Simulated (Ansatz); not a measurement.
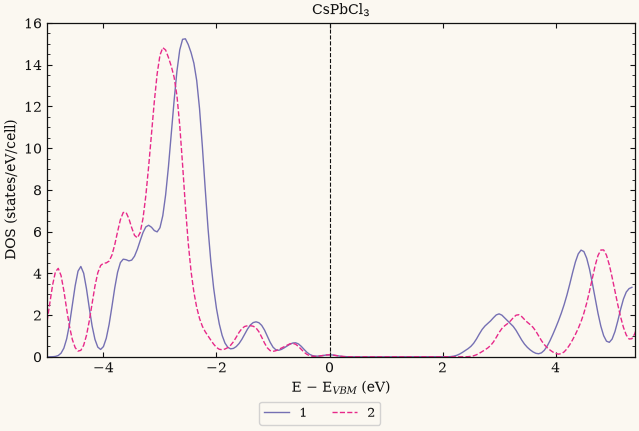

Total densities of states of CsPbCl$_{3}$, space group Pm-3m, 5 atoms in the cell, by two methods on the same cell. The curves are built from the levels of the k mesh with Gaussians 0.3 eV wide, which also blur the band edges. Each is counted from its own valence-band top.

**Which curve is which? The methods: r2SCAN, HSE06.**

1 is r2SCAN; 2 is HSE06. r2SCAN gives a gap of 2.46 eV and HSE06 gives a gap of 2.79 eV.

Settings. r2SCAN: DFT, r2SCAN, plane waves, PAW, no spin polarisation, 4×4×4 k mesh, 500 eV cutoff (Ansatz). HSE06: DFT, HSE06, plane waves, PAW, no spin polarisation, 4×4×4 k mesh, 420 eV cutoff (Ansatz 0.2.0).

Spin-orbit coupling is left out, which matters for Pb.
